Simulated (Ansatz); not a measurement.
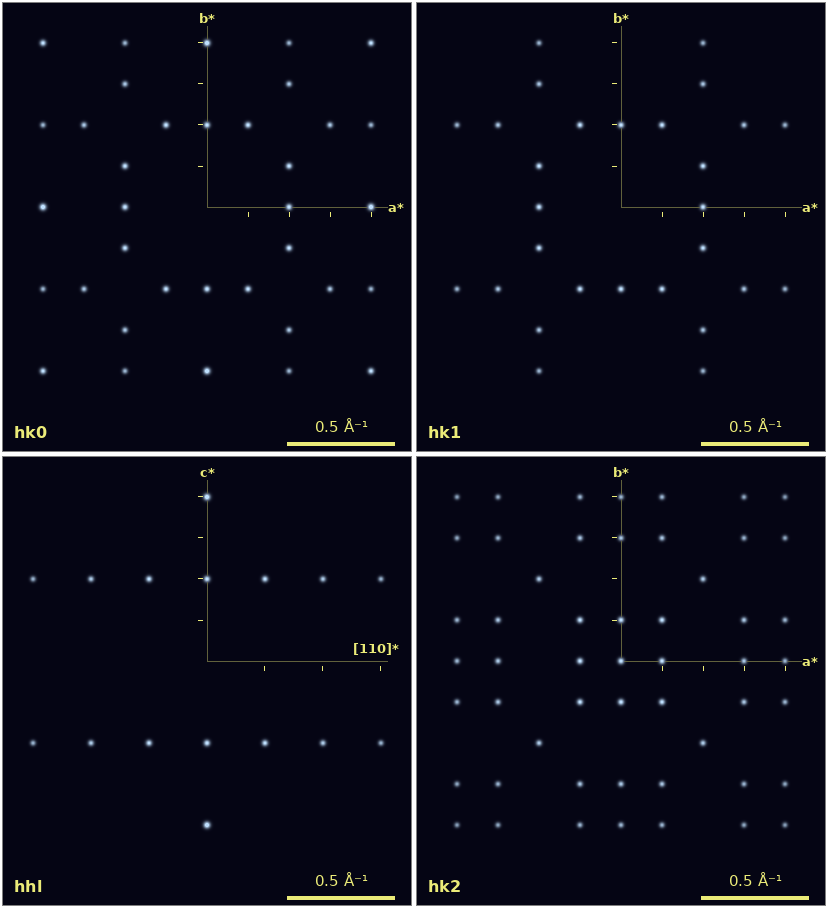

Simulated precession-type sections (X-rays; kinematic intensities, B = 0.5 Å²). The ticks mark integer indices of the conventional cell.

The compound is Ti. Structure: coordinates from a relaxation with DFT r2SCAN, scalar-relativistic, plane waves, PAW (Ansatz 0.2.0); the starting structure was generated, so it need not be a known form of this composition.

Read the reciprocal cell and give the direct cell.

Answer. a* = 0.193, b* = 0.193, c* = 0.193 Å⁻¹; the cell is cubic with a = 5.18 Å.

Which reflection conditions do the layers show?

Answer. Reflections are present only under these conditions. hkl: no condition; hk0: no condition; hhl: l = 2n; h00: h = 2n. The lattice is primitive (P). Further gaps, such as 0 4 1, 4 0 1, 1 4 0, come from atoms on special positions, not from the group's general conditions. A few very weak reflections are below the display threshold.

Which space groups fit?

Answer. The intensities have Laue symmetry m-3m (the hk0 layer shows 4mm, hk1 shows 4mm). With these conditions the candidates are P-43n (No. 218), Pm-3n (No. 223). Diffraction geometry alone does not choose among them; the structure has Pm-3n.
